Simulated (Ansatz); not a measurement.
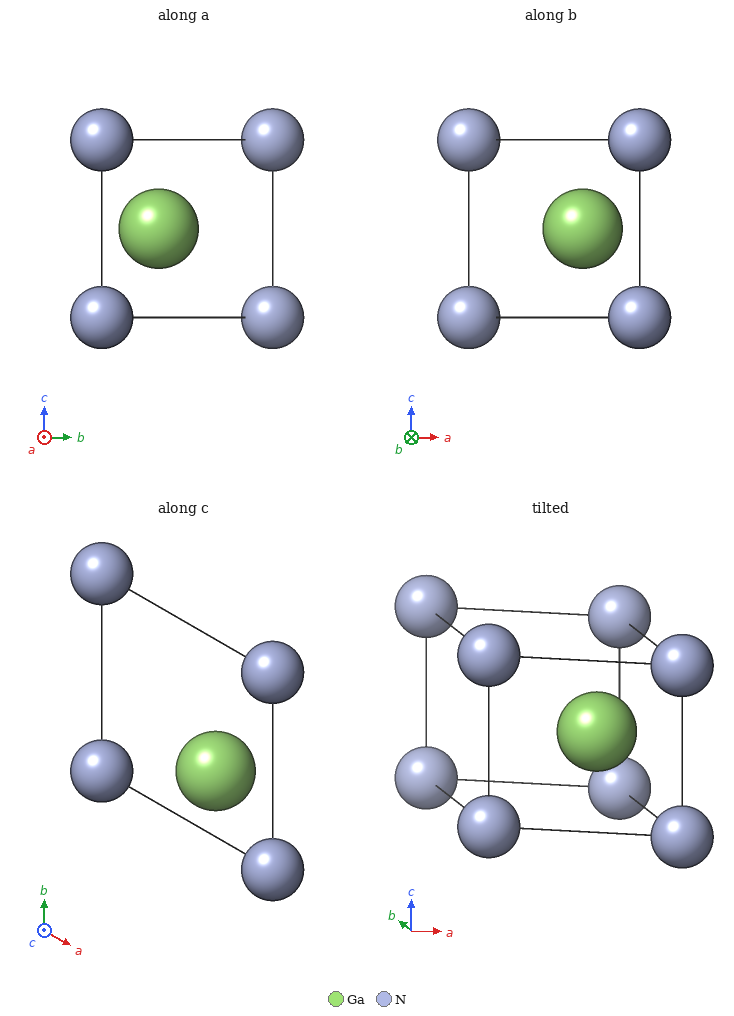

The image is a spheres-only drawing of a crystal, viewed along the a axis, along the b axis, along the c axis and slightly off an axis. The edges of the conventional unit cell are marked.

Lattice parameters: a = 2.981 Å, b = 2.981 Å, c = 2.683 Å, α = 90.00°, β = 90.00°, γ = 120.00°. Put a along x and b in the xy plane.

Set out the cell and atoms as a POSCAR file.

```
Ga N
1.0
     2.981    0.000    0.000
    -1.490    2.581    0.000
     0.000    0.000    2.683
Ga N
1 1
Direct
  0.6667 0.3333 0.5000
  0.0000 0.0000 0.0000
```

The model was built from a structure type filled with these elements by a generator (whether the compound takes this form wasn't checked). A relaxation with DFT PBE, scalar-relativistic, plane waves, PAW in Ansatz 0.2.0 gave the geometry drawn.
